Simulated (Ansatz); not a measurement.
# Single-point calculation, with input and output: MoTe$_{2}$ (part 1 of 2)

System: MoTe$_{2}$ (P6₃/mmc, 24 atoms in the cell).
Method: DFT PBE, scalar-relativistic, plane waves, PAW, no spin polarisation (Ansatz 0.2.0).

The structure derives from a Materials Project entry. It belongs to a series of runs on one base structure; here: the perfect crystal in a cell of 24 atoms. Figures and captions count atoms from 1; the log counts them from 0 in places.

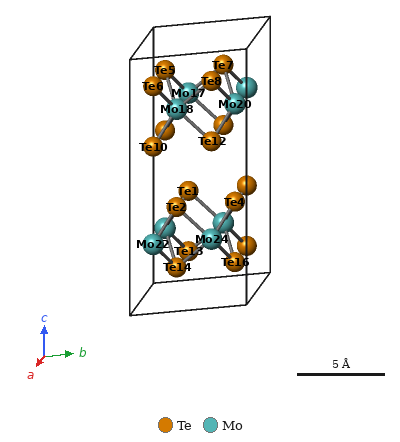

Fig. 1: The input geometry (ball-and-stick view of the cell of the calculation, seen slightly off an axis; atoms are numbered from 1 in the order of the input). An atom can appear more than once, as a periodic image. Near neighbours in the periodic cell (some may lie outside the picture): Te has 3 Mo at 2.74 Å; Mo has 6 Te at 2.74 Å.

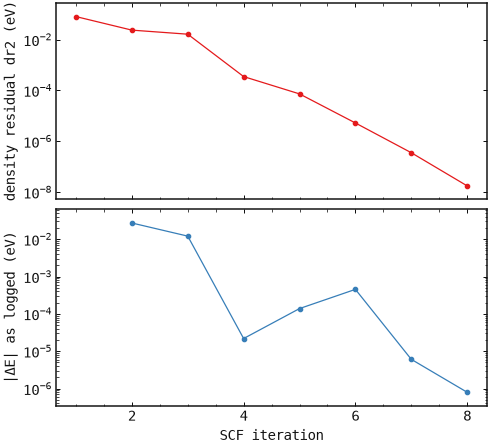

Fig. 2: Convergence of the self-consistent field: density residual dr2 and size of the energy change against the SCF iteration. The residual falls at every step.

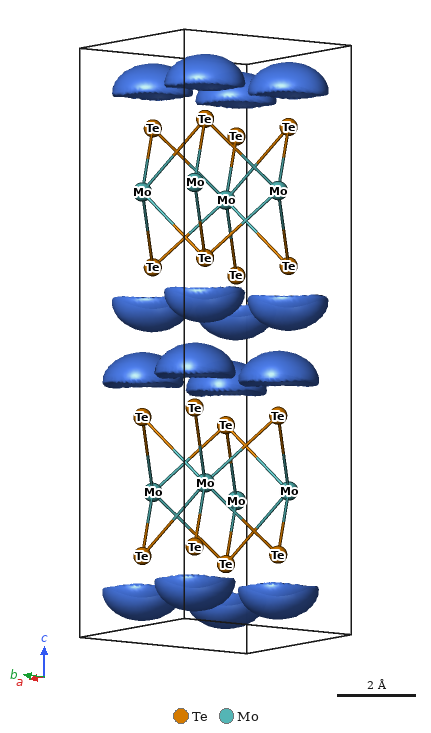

Fig. 3: Isosurface of the ELF at 0.7 (blue), seen at an oblique angle. Core shells and regions of very low density are left out. Sticks mark near contacts. The outline is the calculation cell. Along the contacts the grid gives the following. Te–Mo (2.74 Å): the ELF is about 0.55 at the midpoint. Core electrons are frozen (PAW), so the fields are smoothed inside the atomic spheres.

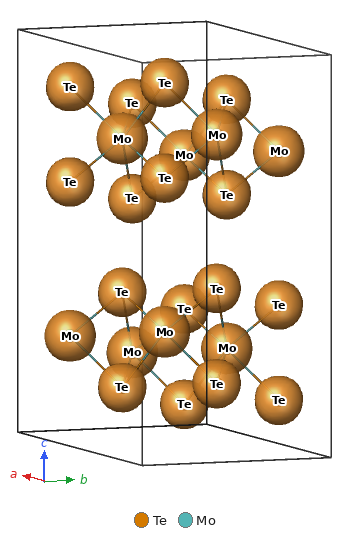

Fig. 4: Isosurface of the valence electron density at 0.8 e/Å³ (orange), seen at an oblique angle. Sticks mark near contacts. The outline is the calculation cell. At this value the density breaks into separate islands; it holds about 70 % of the electrons treated as valence (semicore included). It is pinched off along the Te–Mo (2.74 Å) contacts. On the grid the lowest density along these lines, outside the cores, is 0.44 e/Å³ (Te–Mo, 2.74 Å).

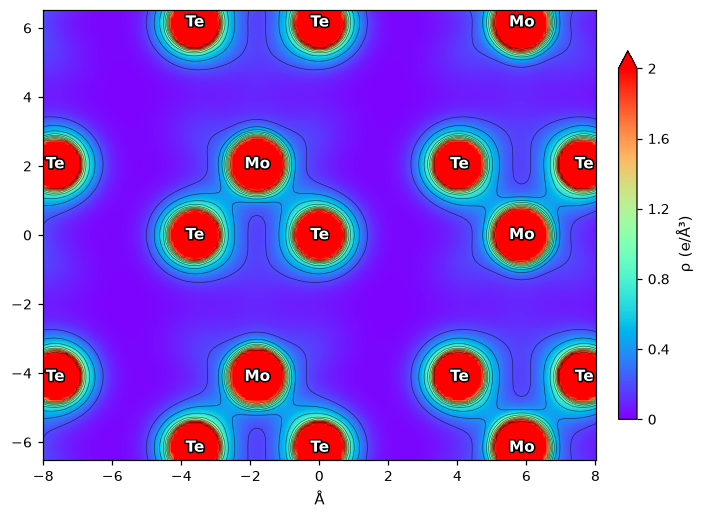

Fig. 5: Valence electron density on the (110) plane of the calculation cell. Te–Mo (2.74 Å): ρ is about 0.44 e/Å³ halfway. Away from the nuclei the density in this plane falls to 0.009 e/Å³ at its lowest.

The input and output of the run follow.

Input file
```yaml
crystal:
  lattice:
    - [3.5566633053, -6.16032155, 0.0]
    - [-7.1133266104, -1.0e-10, 0.0]
    - [0.0, 0.0, -15.3316102852]
  atoms:
    - { symbol: Te, position: [0.1666666667, 0.3333333333, 0.3679298312] }
    - { symbol: Te, position: [0.6666666667, 0.3333333333, 0.3679298312] }
    - { symbol: Te, position: [0.1666666667, 0.8333333333, 0.3679298312] }
    - { symbol: Te, position: [0.6666666667, 0.8333333333, 0.3679298312] }
    - { symbol: Te, position: [0.3333333333, 0.1666666667, 0.8679298312] }
    - { symbol: Te, position: [0.8333333333, 0.1666666667, 0.8679298312] }
    - { symbol: Te, position: [0.3333333333, 0.6666666667, 0.8679298312] }
    - { symbol: Te, position: [0.8333333333, 0.6666666667, 0.8679298312] }
    - { symbol: Te, position: [0.3333333333, 0.1666666667, 0.6320701688] }
    - { symbol: Te, position: [0.8333333333, 0.1666666667, 0.6320701688] }
    - { symbol: Te, position: [0.3333333333, 0.6666666667, 0.6320701688] }
    - { symbol: Te, position: [0.8333333333, 0.6666666667, 0.6320701688] }
    - { symbol: Te, position: [0.1666666667, 0.3333333333, 0.1320701688] }
    - { symbol: Te, position: [0.6666666667, 0.3333333333, 0.1320701688] }
    - { symbol: Te, position: [0.1666666667, 0.8333333333, 0.1320701688] }
    - { symbol: Te, position: [0.6666666667, 0.8333333333, 0.1320701688] }
    - { symbol: Mo, position: [0.1666666667, 0.3333333333, 0.75] }
    - { symbol: Mo, position: [0.6666666667, 0.3333333333, 0.75] }
    - { symbol: Mo, position: [0.1666666667, 0.8333333333, 0.75] }
    - { symbol: Mo, position: [0.6666666667, 0.8333333333, 0.75] }
    - { symbol: Mo, position: [0.3333333333, 0.1666666667, 0.25] }
    - { symbol: Mo, position: [0.8333333333, 0.1666666667, 0.25] }
    - { symbol: Mo, position: [0.3333333333, 0.6666666667, 0.25] }
    - { symbol: Mo, position: [0.8333333333, 0.6666666667, 0.25] }
basis:
  ecutwfc: 420
  xc_grid: 2
kpoints:
  mp_grid: { grid: [2, 2, 2], shift: [0.0, 0.0, 0.0] }
hamiltonian:
  xc: pbe
scf:
  occupations: { method: gaussian, width: 0.01 }
output:
  forces: true
  stress: true
  eigenvalues: true
  write_density: true
  write_potential: true
  elf: true
  volumetric_format: npy
```

Launch command:
```bash
ansatz run input.yaml --threads 4 --pin off --max-ram 10240MiB --backend cpu --events-out ev --progress --plain --runs-dir out
```

Log
```
Engine: ansatz 0.2.0, x86_64-unknown-linux-gnu
Pseudopotentials: kind: paw
Pseudopotential: Te, paw, valence charge 16, recommended cutoff 420 eV (normal), Te.paw.azcp
Pseudopotential: Mo, paw, valence charge 14, recommended cutoff 420 eV (normal), Mo.paw.azcp
Functional definition: PBE
  parameter kappa = 0.804
  parameter beta = 0.06672455060314922
  exchange = pbe_x(kappa = kappa, mu = beta*pi^2/3)
  correlation = pbe_c(beta = beta)
Crystal: 24 atoms, lattice volume = 671.837 Å³
Basis set: ecut = 420 eV, 13065 PW (Γ), exchange–correlation on 96×96×216 points (8 copies of the dense FFT grid, shifted against one another)
Bands: 221, of which v1, the nominal top of the filled ones, is band 184 counted from 1 (183 counted from 0)
Symmetry: 96 space group operations
Space group: P63/mmc (ITA 194), of the structure as read, at distance tolerance 8.8e-5 Å
k-points: 4 of 8
Non-local potential: Te, projectors of the file, l = 0: 2, l = 1: 2, l = 2: 2, l = 3: 2
Non-local potential: Mo, projectors of the file, l = 0: 3, l = 1: 2, l = 2: 2, l = 3: 1
PAW form: soft (Blöchl's): semilocal exchange-correlation on the pseudo side does not see the compensation charge
PAW one-centre angular grid: Te, 590 points (default); XC on 64 Gauss nodes
PAW one-centre angular grid: Mo, 590 points (default); XC on 64 Gauss nodes
Initial density: superposition of atomic densities (neutral atoms: chi_scale 0, normalization atom), corrected by the library's trained network
Initial wavefunctions: pseudopotential atomic-orbital guess
Functional: x = pbe(κ = 0.804, μ = 0.2195149727645171), c = pbe(β = 0.06672455060314922)
SCF iter   1: F=—  HF=-151334.291312 eV  |F-HF|=—  |Δ(HF+E_count)|=         —  Δρ=4.30e-3  dr2=8.08e-2  ethr=1.77e-3  ⟨swp⟩=6.0  Hψ=3206  notcnv=0  defer=1
preconditioner: auto → Resta (q_TF=auto, 2.468 Å⁻¹)  ε∞=7.0  [insulator: Δε(μ)=1.325 eV  Ē_g=7.046 eV  σ=0.010 eV  W_gap=1.00  n_scr=174 (ndim 8)  ℏωp=17.2 eV  f_vac=0.113  D(μ)=0.00/eV (n_scr^D=0)  ε∞_Penn≈7.0]
SCF iter   2: F=—  HF=-151334.318510 eV  |F-HF|=—  |Δ(HF+E_count)|=   2.72e-2  Δρ=2.50e-3  dr2=2.37e-2  ethr=2.20e-5  ⟨swp⟩=2.5  Hψ=1338  notcnv=0  defer=114
SCF iter   3: F=—  HF=-151334.330568 eV  |F-HF|=—  |Δ(HF+E_count)|=   1.21e-2  Δρ=1.13e-3  dr2=1.64e-2  ethr=6.44e-6  ⟨swp⟩=2.0  Hψ=1089  notcnv=0  defer=114
SCF iter   4: F=—  HF=-151334.330590 eV  |F-HF|=—  |Δ(HF+E_count)|=   2.19e-5  Δρ=1.94e-4  dr2=3.52e-4  ethr=4.46e-6  ⟨swp⟩=2.0  Hψ=1022  notcnv=0  defer=114
SCF iter   5: F=—  HF=-151334.330730 eV  |F-HF|=—  |Δ(HF+E_count)|=   1.39e-4  Δρ=6.36e-5  dr2=7.33e-5  ethr=9.56e-8  ⟨swp⟩=2.0  Hψ=1056  notcnv=0  defer=114
SCF iter   6: F=—  HF=-151334.331184 eV  |F-HF|=—  |Δ(HF+E_count)|=   4.54e-4  Δρ=2.06e-5  dr2=5.26e-6  ethr=1.99e-8  ⟨swp⟩=2.0  Hψ=1044  notcnv=0  defer=114
SCF iter   7: F=—  HF=-151334.331190 eV  |F-HF|=—  |Δ(HF+E_count)|=   6.08e-6  Δρ=5.78e-6  dr2=3.55e-7  ethr=1.43e-9  ⟨swp⟩=2.0  Hψ=1058  notcnv=0  defer=114
SCF iter   8: F=-151334.331191 eV  HF=-151334.331191 eV  |F-HF|=5.31e-8  |Δ(HF+E_count)|=   7.97e-7  Δρ=1.44e-6  dr2=1.76e-8  ethr=2.72e-11  ⟨swp⟩=16.0  Hψ=6433  notcnv=0
SCF 1 converged in 8 iterations: F = -151334.331191 eV  dr2 = 1.76e-8
  greatest PAW one-centre occupation: 0.998 electrons in one spin orbital (limit 2), on the Mo atom at site 23 (counted from 0), in its partial waves of l = 0
SCF converged after 8 iterations
Free energy (F): -151334.331191 eV
Harris-Foulkes:  -151334.331191 eV  (|F-HF|=5.31e-8)
Internal energy: -151334.331191 eV  (E = F + TS)
E sigma→0 (E₀):  -151334.331191 eV
Fermi energy:    11.021716 eV
--- Per-component energies (eV) ---
  E_band       = -5245.090524
  E_kinetic    = 6421.453428
  E_local      = -37029.010727  (includes V_loc(G=0)·N_el)
  E_nonlocal   = -3811.534312
  E_hartree    = 19956.512764
  E_xc         = -3456.236401
  E_vxc        = -3498.204894  (∫ρ·V_xc dr)
  E_paw        = -100214.948115  (= ΣΔE_a)
  E_vpaw       = -7240.803661  (= ΣTr[D̂ρ^β])
  E_aug_tail   = -0.002708  (compensation charges beyond the density's cutoff)
  E_ewald      = -33200.565119
  E_smearing   = -0.000000  (= −TS)
  E_closure    = -0.000000  (closes the sum)
  Σ components = -151334.331191   (vs F -151334.331191, Δ=0.00e0)
--- Forces (eV/Å), atoms counted from 1 ---
  atom   1  Te     0.00000000     0.00000000    -0.00956221
  atom   2  Te     0.00000000     0.00000000    -0.00956221
  atom   3  Te     0.00000000     0.00000000    -0.00956221
  atom   4  Te     0.00000000     0.00000000    -0.00956221
  atom   5  Te    -0.00000000    -0.00000000    -0.00956221
  atom   6  Te    -0.00000000    -0.00000000    -0.00956221
  atom   7  Te    -0.00000000    -0.00000000    -0.00956221
  atom   8  Te    -0.00000000    -0.00000000    -0.00956221
  atom   9  Te    -0.00000000    -0.00000000     0.00956221
  atom  10  Te    -0.00000000    -0.00000000     0.00956221
  atom  11  Te    -0.00000000    -0.00000000     0.00956221
  atom  12  Te    -0.00000000    -0.00000000     0.00956221
  atom  13  Te     0.00000000    -0.00000000     0.00956221
  atom  14  Te     0.00000000     0.00000000     0.00956221
  atom  15  Te     0.00000000    -0.00000000     0.00956221
  atom  16  Te     0.00000000     0.00000000     0.00956221
  atom  17  Mo    -0.00000000    -0.00000000    -0.00000000
  atom  18  Mo    -0.00000000    -0.00000000     0.00000000
  atom  19  Mo     0.00000000    -0.00000000    -0.00000000
  atom  20  Mo     0.00000000    -0.00000000     0.00000000
  atom  21  Mo     0.00000000     0.00000000    -0.00000000
  atom  22  Mo    -0.00000000     0.00000000    -0.00000000
  atom  23  Mo     0.00000000     0.00000000     0.00000000
  atom  24  Mo     0.00000000     0.00000000     0.00000000
  max |Σ_I F_I| component: 2.20e-17 eV/Å
--- Stress (GPa, compression-positive) ---
       -0.156937      -0.000000      -0.000000
       -0.000000      -0.156937      -0.000000
        0.000000      -0.000000      -0.022536
  P = ⅓ Tr σ = -0.1121 GPa (-1.121 kbar)
--- Band table (eV) ---
```
